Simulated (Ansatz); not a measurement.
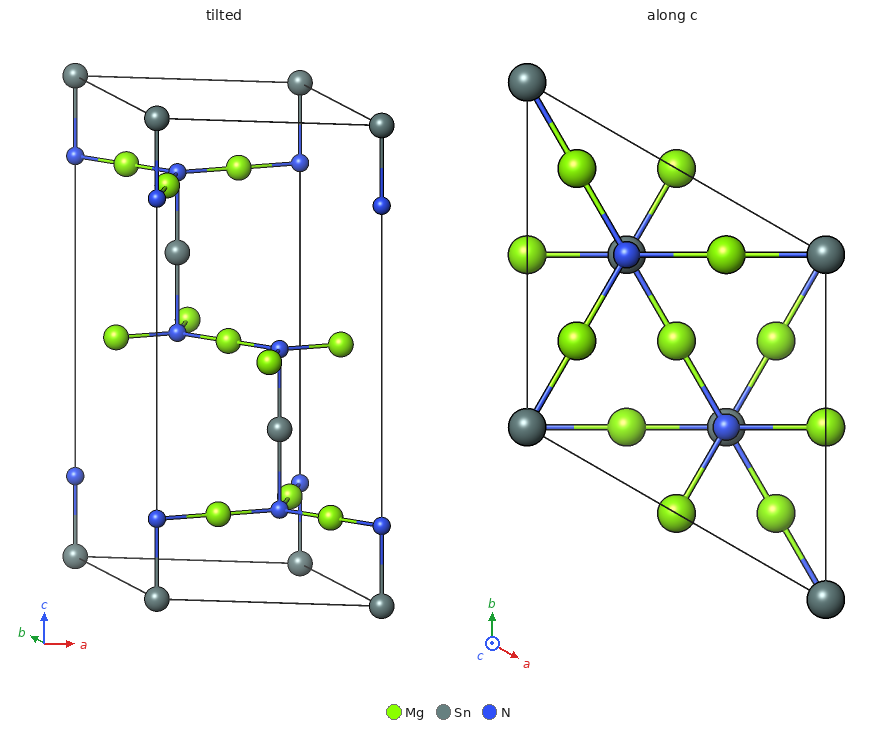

Structure drawing (ball-and-stick), viewed slightly off an axis and along the c axis. The conventional unit cell is outlined; an atom on or near a face, edge or corner is repeated at each equivalent position. Cell: a = 6.79 Å, b = 6.79 Å, c = 14.65 Å, α = 90.00°, β = 90.00°, γ = 120.00°.

The cell started as a structure type filled with these elements by a generator (whether the compound takes this form wasn't checked). Earlier steps of the study may have refined or changed the cell and positions. Ansatz was used for an electronic-structure calculation on it.

Q: What is this?

A: The formula is Mg3SnN2. Space group R-3m (No. 166), lattice rhombohedral (trigonal R). With Z = 3, the cell contains 9 Mg, 3 Sn, 6 N. Mg bonds to two N in a linear arrangement at about 2.0 Å. Around each Sn lie two N in a linear arrangement at about 2.4 Å. N is surrounded by three Mg and one Sn (about 2.0 Å to Mg, 2.4 Å to Sn). The bonds build a three-dimensional framework.

The calculation used DFT PBE, scalar-relativistic, plane waves, PAW in Ansatz 0.2.0, with a basis cut at 420 eV, k-points about 0.19 Å⁻¹ apart, Gaussian smearing of 0.1 eV, no spin polarisation.

Q: Classify it as metallic or gapped, with the value.

A: A metal: bands cross the Fermi level.

Q: What does a Bader analysis give?

A: Mg +1.57 e; Sn -0.38 e; N -2.17 e.

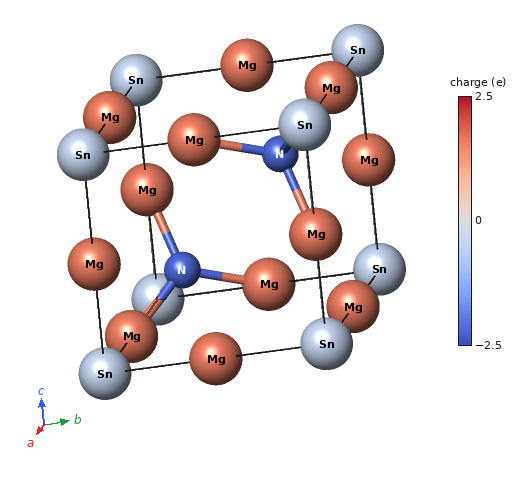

The atoms coloured by those charges. The run's cell of 6 atoms is drawn, so axes and origin can differ from the first picture.

Q: Are forces and stress small enough to call this relaxed?

A: Yes. All forces vanish to within 0.01 eV/Å. The pressure is 0.0 GPa, close to zero.
